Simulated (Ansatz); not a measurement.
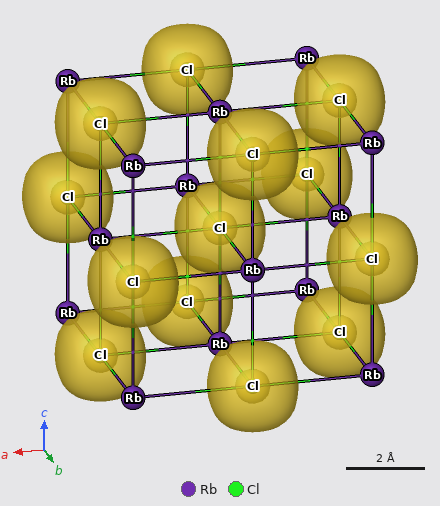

*RbCl. Isosurface of the ELF at 0.75 (yellow), seen at an oblique angle. Core shells and regions of very low density are left out. Sticks mark near contacts.*

Space group Fm-3m.

The calculation used DFT LDA, scalar-relativistic, plane waves, PAW in Ansatz 0.2.0.

```
CELL_PARAMETERS angstrom
6.37815 0.00000 0.00000
0.00000 6.37815 0.00000
0.00000 0.00000 6.37815
ATOMIC_POSITIONS crystal
Rb 0.00000 0.00000 0.00000
Rb 0.50000 0.50000 0.00000
Rb 0.50000 0.00000 0.50000
Rb 0.00000 0.50000 0.50000
Cl 0.50000 0.00000 0.00000
Cl 0.00000 0.50000 0.00000
Cl 0.00000 0.00000 0.50000
Cl 0.50000 0.50000 0.50000
```

Where are the electrons localised?

Answer. The surface consists of four regions wrapped around Cl (the valence shell of each), counted in one cell of 8 atoms. Any copies at cell faces, edges or corners count once.

Values along the shortest contacts:
Rb–Cl (3.19 Å): the ELF is about 0.05 at the midpoint; a closed-shell, largely ionic contact.

Does the calculation make it a metal, or give it a gap?

Answer. It is gapped, with a Kohn–Sham gap of 4.8 eV on the k-point mesh, an upper bound to the gap of this method.
